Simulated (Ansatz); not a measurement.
Hg: several calculations on one system

**1. Relaxation**

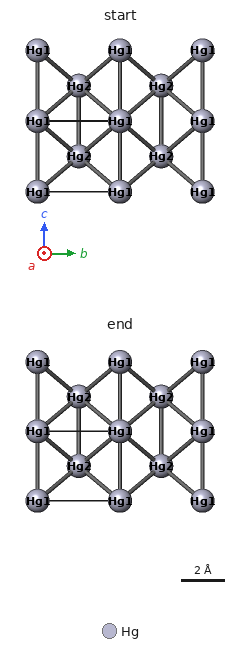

The structure of a crystal of Hg (set up in I4/mmm) before (top) and after (bottom) a relaxation, at one scale.

A ball-and-stick model of the cell of the calculation, repeated 1 × 2 × 2 with one cell outlined, seen along the a axis.

Case: biaxial strain in the a-b plane of +2.0 %; c and atoms relaxed.

Theory: DFT PBEsol, scalar-relativistic, plane waves, PAW in Ansatz 0.2.0.

Input file:
```yaml
crystal:
  lattice:
    - [3.8563671944, 0.0, 0.0]
    - [0.0, 3.8563671944, 0.0]
    - [0.0, 0.0, 3.3026460467]
  atoms:
    - { symbol: Hg, position: [0.0, 0.0, 0.0] }
    - { symbol: Hg, position: [0.5, 0.5, 0.5] }
basis:
  ecutwfc: 420
kpoints:
  mp_grid: { grid: [12, 12, 12] }
hamiltonian:
  xc: pbesol
scf:
  occupations: { method: gaussian, width: 0.1 }
output:
  forces: true
  stress: true
  eigenvalues: true
relax:
  adjacent_minimum: "off"
  f_tol: 0.008
  max_steps: 40
  cell: { stress_tol: 0.05, fix: [a, b, gamma] }
```

> What changed between the two?

Over 3 accepted moves (4 points after the start) the energy falls by 1.6 meV per cell of the calculation. All forces vanish by symmetry, so only the cell relaxes. The pressure goes from −0.97 to −0.40 GPa. At 1 point the geometry stayed and the basis and grid were re-selected for the new cell (energy shift of 0.2 meV per cell of the calculation at most each time). No atom moves by more than 0.005 Å relative to the cell. The drawn cell changes as follows: a = b unchanged at 3.856 Å, c 3.303 → 3.242 Å (−1.8 %); the volume changes by −1.8 %. Some distances before and after: Hg1–Hg1 3.303 → 3.242 Å, Hg1–Hg2 3.188 → 3.172 Å. The space group stays I4/mmm (No. 139). The run took of the order of 40 core-seconds on a shared host.

**2. Relaxation**

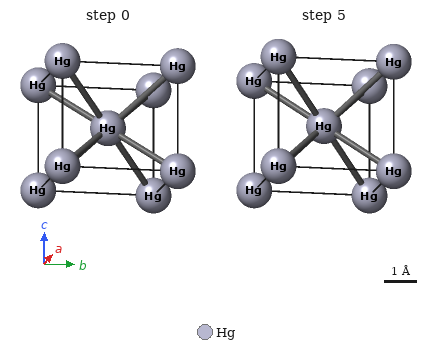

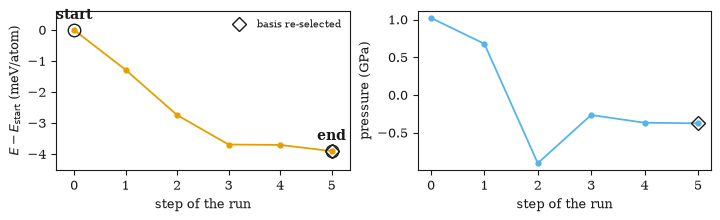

First and last geometry of a relaxation of solid Hg (set up in I4/mmm), with the history of the run. A ball-and-stick model of the cell of the calculation, seen from a free direction.

Case: biaxial strain in the a-b plane of -2.0 %; c and atoms relaxed.

All numbers below come from DFT PBEsol, scalar-relativistic, plane waves, PAW in Ansatz.

Input
```yaml
crystal:
  lattice:
    - [3.7051371084, 0.0, 0.0]
    - [0.0, 3.7051371084, 0.0]
    - [0.0, 0.0, 3.3828722665]
  atoms:
    - { symbol: Hg, position: [0.0, 0.0, 0.0] }
    - { symbol: Hg, position: [0.5, 0.5, 0.5] }
basis:
  ecutwfc: 420
kpoints:
  mp_grid: { grid: [12, 12, 12] }
hamiltonian:
  xc: pbesol
scf:
  occupations: { method: gaussian, width: 0.1 }
output:
  forces: true
  stress: true
  eigenvalues: true
relax:
  adjacent_minimum: "off"
  f_tol: 0.008
  max_steps: 40
  cell: { stress_tol: 0.05, fix: [a, b, gamma] }
```

### What do the curves and the structures tell?

It converged. No atom moves by more than 0.005 Å relative to the cell. Cell: a = b unchanged at 3.705 Å, c 3.383 → 3.522 Å (+4.1 %). Volume +4.1 %. Near-neighbour distances that change, for instance: Hg1–Hg2 3.118 → 3.157 Å. The space group stays I4/mmm (No. 139). Over 4 accepted moves (5 points after the start) the energy falls by 3.9 meV per atom. All forces vanish by symmetry, so only the cell relaxes. The pressure goes from 1.02 to −0.37 GPa. At 1 point the geometry stayed and the basis and grid were re-selected for the new cell (energy shift of 0.2 meV per atom at most each time). The run took roughly 50 core-seconds on a shared host.

**3. A change**

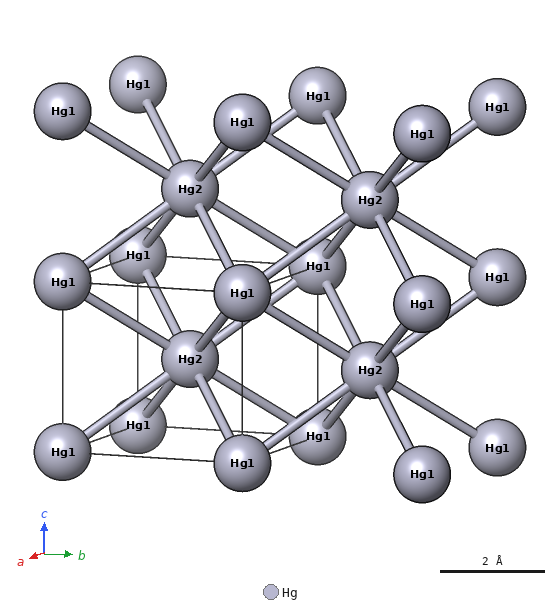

The starting point is a crystal of Hg (set up in I4/mmm). Style: ball-and-stick. Shown: the cell of the calculation, repeated 1 × 2 × 2 with one cell outlined, slightly off an axis.

These are results of Ansatz 0.2.0, DFT PBEsol, scalar-relativistic, plane waves, PAW, not measurements. (plane-wave cutoff 420 eV; k-point mesh 12 × 12 × 12; occupations gaussian; smearing width 0.1 eV; no spin polarisation)

Change: Biaxial strain in the a–b plane, −3.0 %, is applied. The c axis and the atoms are relaxed.

Input
```yaml
crystal:
  lattice:
    - [3.6673295869, 0.0, 0.0]
    - [0.0, 3.6673295869, 0.0]
    - [0.0, 0.0, 3.4029288214]
  atoms:
    - { symbol: Hg, position: [0.0, 0.0, 0.0] }
    - { symbol: Hg, position: [0.5, 0.5, 0.5] }
basis:
  ecutwfc: 420
kpoints:
  mp_grid: { grid: [12, 12, 12] }
hamiltonian:
  xc: pbesol
scf:
  occupations: { method: gaussian, width: 0.1 }
output:
  forces: true
  stress: true
  eigenvalues: true
relax:
  adjacent_minimum: "off"
  f_tol: 0.008
  max_steps: 40
  cell: { stress_tol: 0.05, fix: [a, b, gamma] }
```

> What does the calculation give for the changed structure?

Energy change: −2.7 meV per atom. Pressure: −0.2 GPa before, −0.2 GPa after. The principal stresses (compression positive) are 0.0 GPa along c and −0.3 GPa across it. The drawn cell changes as follows: a = b 3.781 → 3.667 Å (−3.0 %), c 3.343 → 3.576 Å (+7.0 %); the volume changes by +0.7 %. The atoms keep their places relative to the cell (all moves are under 0.005 Å). The space group stays I4/mmm (No. 139).

The changed structure in the same view:

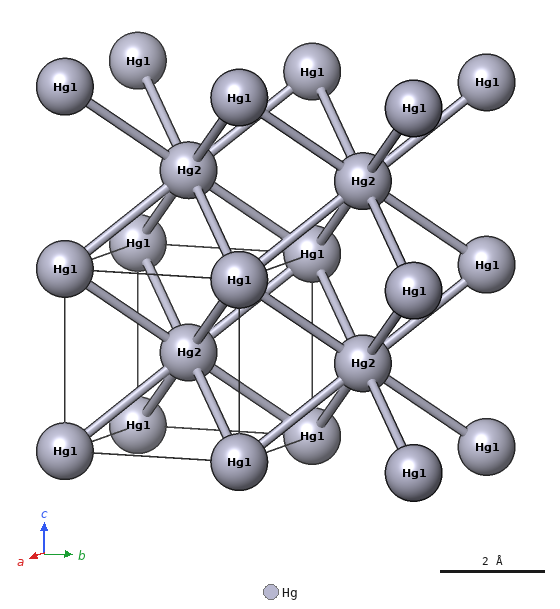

**4. Series**

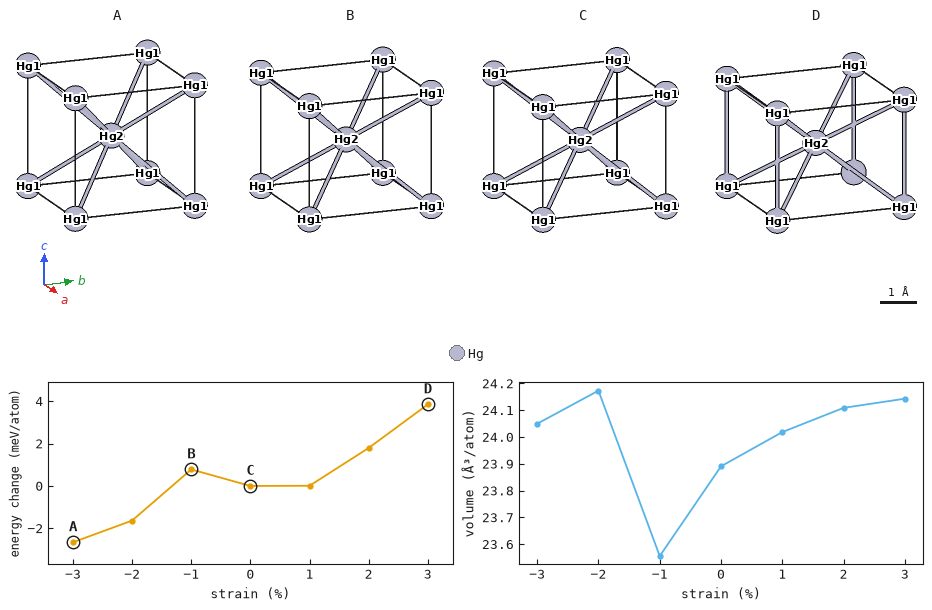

Members of a series of calculations on crystalline Hg (set up in I4/mmm), marked on the first curve. Style: ball-and-stick. Shown: the cell of the calculation, slightly off an axis.

Level of theory: DFT PBEsol, scalar-relativistic, plane waves, PAW (Ansatz 0.2.0). Settings: plane-wave cutoff 420 eV; k-point mesh 12 × 12 × 12; occupations gaussian; smearing width 0.1 eV; no spin polarisation.

Describe the series.

Biaxial strain in the a–b plane, c and atoms relaxed. A (strain −3.0 %): energy change −2.7 meV/atom, volume 24.05 Å³ per atom. B (strain −1.0 %): energy change 0.8 meV/atom, volume 23.56 Å³ per atom. C (strain 0.0 %): energy change 0.0 meV/atom, volume 23.89 Å³ per atom. D (strain 3.0 %): energy change 3.8 meV/atom, volume 24.14 Å³ per atom. The rest compares A with D. The volume changes by +0.4 %, with a = b 3.667 → 3.894 Å (+6.2 %), c 3.576 → 3.184 Å (−11.0 %). Some distances before and after: Hg–Hg 3.576 → 3.184 Å, Hg–Hg 3.150 → 3.181 Å.
